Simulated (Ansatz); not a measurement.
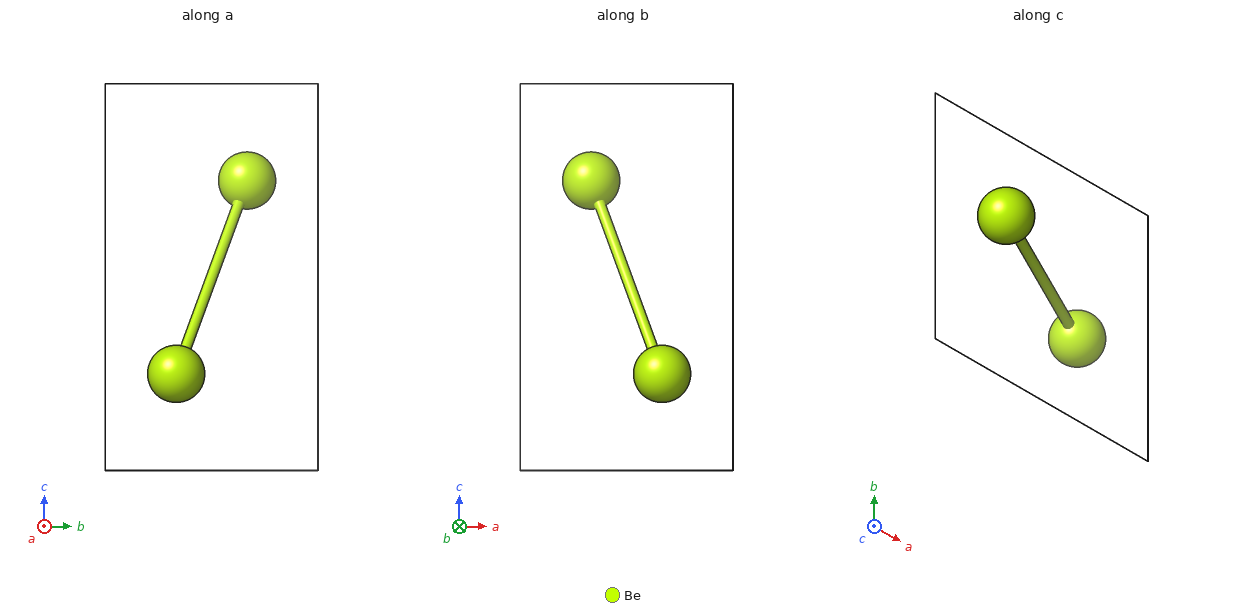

Structure drawing (ball-and-stick), viewed along the a axis, along the b axis and along the c axis. Thin lines show the conventional unit cell, with boundary atoms drawn in all their periodic places.

Lattice parameters: a = 2.2333 Å, b = 2.2333 Å, c = 3.5143 Å, α = 90.000°, β = 90.000°, γ = 120.000°.

Question: Record the structure as a CIF with its space group and independent sites.

Answer:
```cif
data_structure
_symmetry_space_group_name_H-M 'P 63/m m c'
_symmetry_Int_Tables_number 194
_cell_length_a 2.2333
_cell_length_b 2.2333
_cell_length_c 3.5143
_cell_angle_alpha 90.000
_cell_angle_beta 90.000
_cell_angle_gamma 120.000
_cell_volume 15.18
loop_
_atom_site_label
_atom_site_type_symbol
_atom_site_symmetry_multiplicity
_atom_site_Wyckoff_symbol
_atom_site_fract_x
_atom_site_fract_y
_atom_site_fract_z
_atom_site_occupancy
Be1 Be 2 d 0.3333 0.6667 0.7500 1
```

Origin of the cell: a structure type filled with this element by a generator (whether the element takes this form wasn't checked). Earlier steps of the study may have refined or changed the cell and positions. It went into a calculation with Ansatz.

At this level of theory the cell isn't at rest (compressed, at 5 GPa), so its distances can differ from those at equilibrium, the more so the softer the solid.
